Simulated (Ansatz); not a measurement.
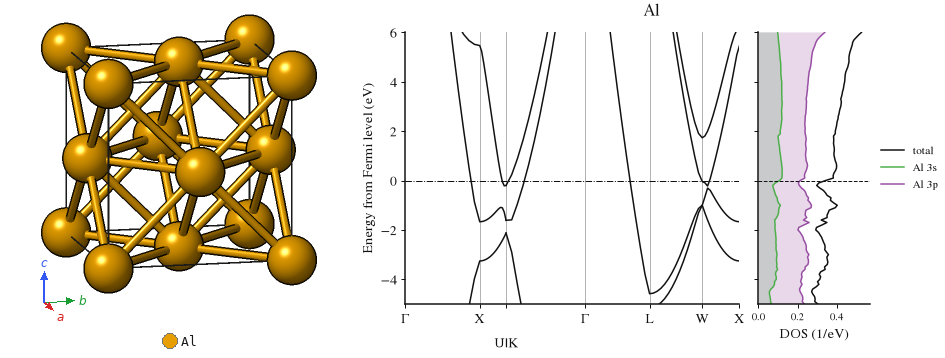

Band structure and density of states, beside the structure. Energies are counted from the Fermi level. The partial curves are projected on Löwdin-orthogonalised atomic shells.

System: Al, space group Fm-3m (No. 225), 1 atom in the cell.

```cif
data_structure
_symmetry_space_group_name_H-M 'Fm-3m'
_symmetry_Int_Tables_number 225
_cell_length_a 3.9920
_cell_length_b 3.9920
_cell_length_c 3.9920
_cell_angle_alpha 90.000
_cell_angle_beta 90.000
_cell_angle_gamma 90.000
_cell_volume 63.62
loop_
_atom_site_label
_atom_site_type_symbol
_atom_site_symmetry_multiplicity
_atom_site_Wyckoff_symbol
_atom_site_fract_x
_atom_site_fract_y
_atom_site_fract_z
_atom_site_occupancy
Al1 Al 4 a 0.00000 0.00000 0.00000 1
```

Ansatz 0.2.0; DFT r2SCAN, scalar-relativistic, plane waves, PAW, no spin polarisation, 18×18×18 k mesh, 500 eV cutoff, Gaussian smearing of 0.1 eV.

Is there a gap at the Fermi level?

A metal: 2 bands cross the Fermi level along this path.

What is the density of states at the Fermi level?

The density of states at the Fermi level is about 0.34 per eV and cell (mean within 0.25 eV).

Which states dominate at the Fermi level?

By projected weight, the states within 0.3 eV of the Fermi level are Al 3p (70 %) and Al 3s (30 %).
